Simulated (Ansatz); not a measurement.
The structure in question:

```
Fe Co
1.0
     3.53709    0.00000    0.00000
     0.00000    3.53709    0.00000
     0.00000    0.00000    3.53709
Fe Co
1 3
Direct
  0.00000 0.00000 0.00000
  0.50000 0.50000 0.00000
  0.50000 0.00000 0.50000
  0.00000 0.50000 0.50000
```

### What does this file describe?

It has the composition FeCo$_{3}$. The symmetry is that of Pm-3m (No. 221), on a primitive cubic lattice. Type of structure: Cu₃Au (L1₂) type. One cell contains 1 Fe, 3 Co, 4 atoms in all. The Fe atoms are each bonded to twelve Co in a cuboctahedral arrangement at 2.50 Å. Each Co has eight Co and four Fe in a cuboctahedral arrangement (2.50 Å to Co, 2.50 Å to Fe). The bonds build a three-dimensional framework.

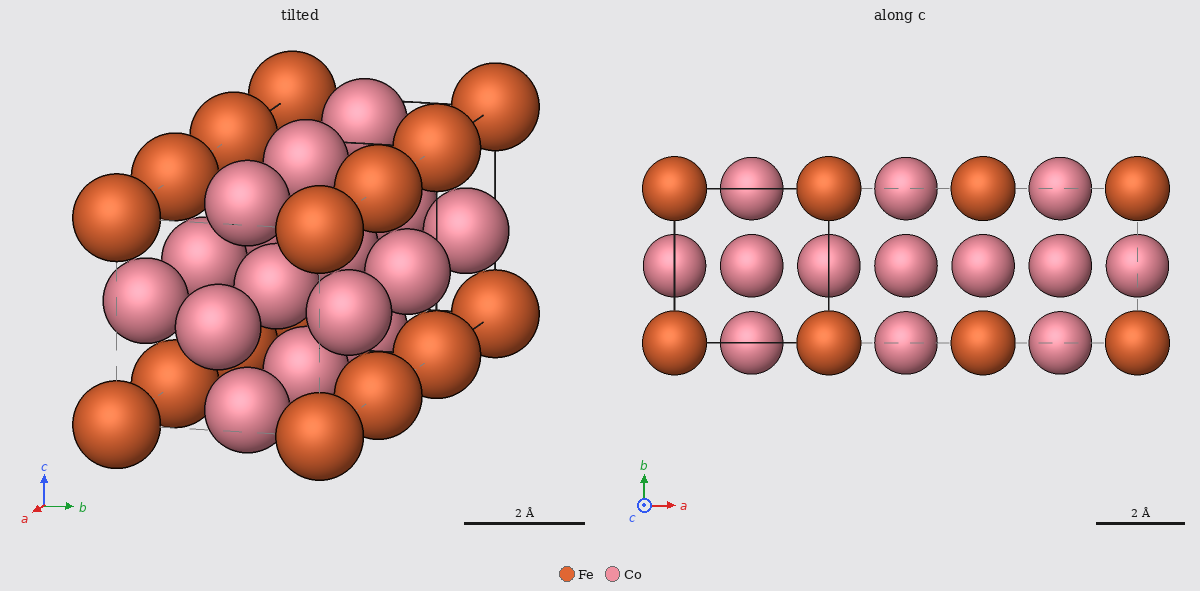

A spheres-only rendering, viewed slightly off an axis and along the c axis. A block of 3×1×1 cells is shown, with one conventional unit cell in solid outline. Colours: iron orange, cobalt pink.

Its origin is a structure listed in the Materials Project. Earlier steps of the study, as a rule a relaxation of our own, may have changed the cell and positions, so they can lie some per cent off the listed ones. Ansatz was used for an electronic-structure calculation on it.
